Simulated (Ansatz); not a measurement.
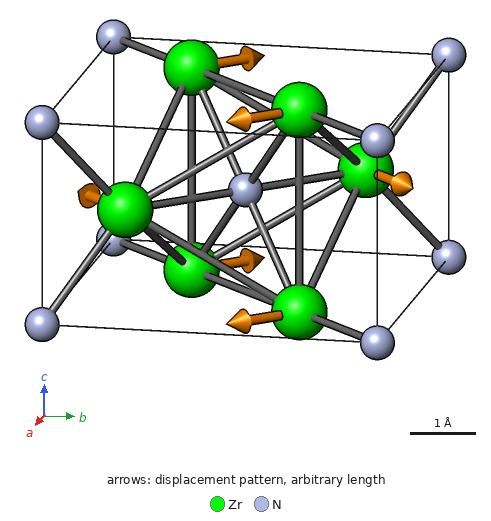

The lowest optical mode of solid Zr2N, space group P4₂/mnm (No. 136), at the zone centre. Displacements are drawn as orange arrows; their common scale and sign are arbitrary. The picture is a ball-and-stick view of the cell of the calculation, seen slightly off an axis.

These are results of Ansatz, DFT LDA, scalar-relativistic, plane waves, PAW, not measurements. Set-up: plane-wave cutoff 420 eV; k-point mesh 8 × 8 × 12; occupations fermi dirac; smearing width 0.15 eV; no spin polarisation.

The frequencies depend somewhat on the k-mesh and the smearing.

Q: Is the structure stable against all modes at this point?

A: Yes: this softest mode has a real frequency, and so have all others here. That speaks for this wave vector alone: the rest of the zone wasn't checked in this run. This is the B₁g mode at 1.41 THz, the lowest optical level, Raman-active by symmetry. The N atoms stay at rest; atoms of one kind move against one another, with no net shift of their sublattice; it mainly bends the Zr–Zr, N–Zr bonds.
